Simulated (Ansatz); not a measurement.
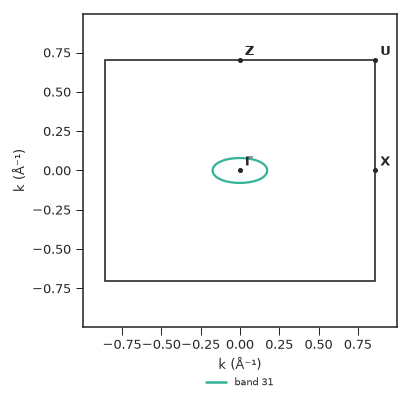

Constant-energy contours of one free-standing As layer cut from the bulk crystal (space group of the slab cell Pmna), 0.10 eV above the conduction-band minimum (one colour a band).

The calculation used DFT PBE, scalar-relativistic, plane waves, PAW; levels and slopes on a dense k mesh at the converged density in Ansatz 0.2.0. No spin polarisation. Mesh 50×40×1, interpolated with the band slopes. Cell and positions as given, without relaxation.

Masses come from a second pass at points close to the extrema; at the energies drawn a band may no longer be parabolic.

> Describe the band extrema that these surfaces surround.

Band 31 forms the conduction edge. Within this energy: one minimum at Γ, principal masses 0.20 and 1.14 mₑ. Further from the edge, not drawn: two equivalent minima on the Γ–X line, 0.26 eV above the edge, principal masses 0.13 and 0.24 mₑ; two equivalent minima on the Γ–Z line, 0.41 eV above the edge, principal masses 0.057 and 0.076 mₑ; four equivalent minima away from the named points and lines, 0.46 eV above the edge, principal masses 0.11 and 1.11 mₑ.

> And the gap?

The gap is indirect, 0.15 eV at this level of theory, which underestimates gaps and can reorder valleys that lie close.

The run (self-consistency and the dense mesh) took 73 s on 1 thread of AMD EPYC 9R45 96-Core Processor (Zen 5), with other jobs on the host, peak memory 2.2 GiB.
